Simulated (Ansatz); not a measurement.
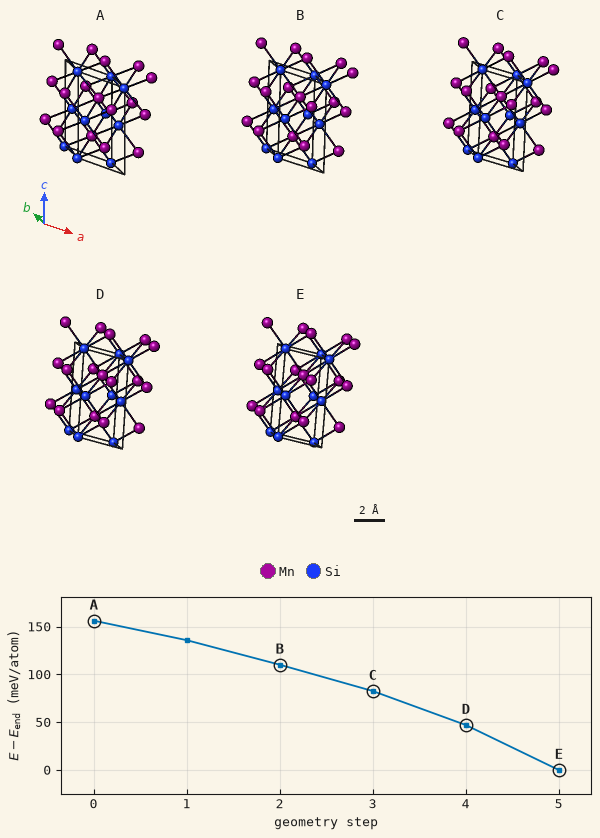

Frames of a relaxation of a crystal of MnSi (a generated structure, set up in P1) (coarse preliminary run), marked on the history of the run. The picture is a ball-and-stick view of the cell of the calculation, reduced to other axes, seen slightly off an axis. Lengths and directions refer to the drawn axes.

The calculation used DFT PBE, scalar-relativistic, plane waves, PAW (Ansatz). Settings: plane-wave cutoff 420 eV; k-point mesh 8 × 8 × 8; occupations gaussian; smearing width 0.2 eV; collinear spin; cell and atoms relaxed; force threshold 0.025 eV/Å; at most 60 steps.

Question: Describe the path.

Answer: The run was cut off at its time limit before the relaxation converged, so the last structure is only a point on the way. Over 5 geometry steps the energy falls by 156 meV per atom. Largest force component: 1.1 eV/Å at the start, 0.27 eV/Å at the end. Pressure: 1.28 GPa at the start and −9.43 GPa at the end. The atom that moves furthest relative to the cell is a Si atom (0.14 Å along [1 −3 1]). Largest moves by element: Si 0.14 Å, Mn 0.06 Å. The volume changes by −7.1 %, with a 3.340 → 3.001 Å (−10.2 %), b 3.385 → 3.031 Å (−10.5 %), c 5.964 → 6.274 Å (+5.2 %), α 90.8° → 104.2°, β 106.0° → 97.3°, γ 117.8° → 104.4°. Near-neighbour distances that change, for instance: Si–Si 3.385 → 3.031 Å, Si–Si 3.340 → 3.001 Å, Mn–Si 2.555 → 2.382 Å, Mn–Si 2.283 → 2.447 Å. Bond angles that change, for instance: Mn–Si–Mn 87.6° → 103.5°, Mn–Si–Mn 91.2° → 75.7°, Si–Mn–Si 91.2° → 75.7°. The space group stays P1 (No. 1). Cost: 5.3 min on 1 thread of Intel(R) Xeon(R) 6975P-C (Granite Rapids), with other jobs on the host, peak memory 0.95 GiB. From step 0 to 2: a Si atom moves most (0.09 Å), volume −0.4 %, energy −46.1 meV per atom. From step 2 to 3: a Si atom moves most (0.03 Å), volume −1.4 %, energy −27.5 meV per atom. From step 3 to 4: a Si atom moves most (0.02 Å), volume −2.3 %, energy −35.5 meV per atom. From step 4 to 5: volume −3.1 %, energy −47.1 meV per atom.

| step | E − E(0), meV/atom | largest force component, eV/Å | pressure, GPa | volume, Å³/atom |
| --- | --- | --- | --- | --- |
| 0 | 0.00 | 1.0849 | 1.28 | 14.127 |
| 1 | -20.42 | 0.6019 | 0.76 | 14.118 |
| 2 | -46.08 | 0.1369 | -0.02 | 14.071 |
| 3 | -73.63 | 0.0980 | -1.05 | 13.872 |
| 4 | -109.17 | 0.2460 | -1.75 | 13.552 |
| 5 | -156.23 | 0.2735 | -9.43 | 13.130 |
